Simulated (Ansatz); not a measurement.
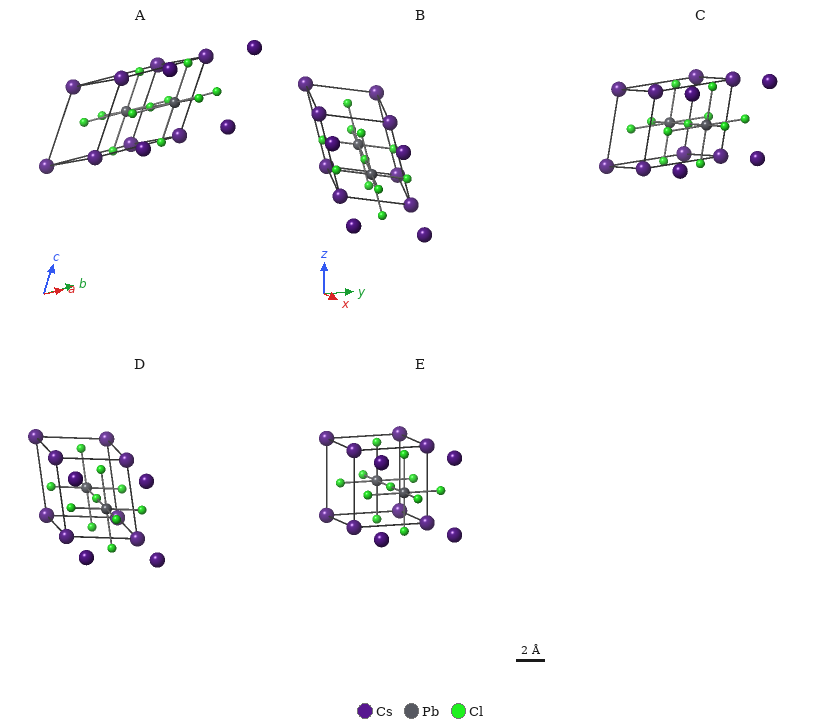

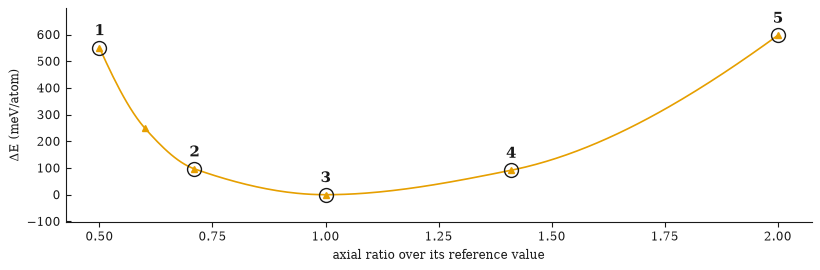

A crystal of CsPbCl₃ (Pm-3m): the ratio of the cell's length along [111] to its lengths across, counted as 1 for the reference, is changed at fixed volume (a trigonal path), with the atoms kept at their fractional coordinates. x, y and z are the Cartesian axes of the input. The frames are shuffled; the numbered points of the plot belong to them. The picture is a ball-and-stick view of the cell of the calculation, repeated 2 × 1 × 1 with one cell outlined, seen slightly off an axis.

Level of theory: DFT LDA, scalar-relativistic, plane waves, PAW (Ansatz 0.2.0). Settings: plane-wave cutoff 420 eV; k-point mesh 6 × 6 × 6; occupations gaussian; smearing width 0.05 eV; no spin polarisation. Energies (free energies at the smearing named) are counted from the cell as listed in its source, which wasn't relaxed.

Q: Match the frames to the points.

A: Point 1 is frame B (the relative ratio 0.50, 551 meV/atom); 2 is frame D (the relative ratio 0.71, 97 meV/atom); 3 is frame E (the relative ratio 1.00, 0 meV/atom); 4 is frame C (the relative ratio 1.41, 92 meV/atom); 5 is frame A (the relative ratio 2.00, 597 meV/atom). The lowest computed point lies at the relative ratio 1.00 (0 meV/atom). At the ends of the scan the energy is 551 meV/atom (0.50) and 597 meV/atom (2.00). The unrelaxed reference is under a pressure of −1.2 GPa. The distortion takes the space group from Pm-3m to R-3m. At the relative ratio 2.00 the cell of the drawing goes a 5.605 → 6.291 Å, b 5.605 → 6.291 Å, c 5.605 → 6.291 Å, α 90.0° → 60.0°, β 90.0° → 60.0°, γ 90.0° → 60.0°.
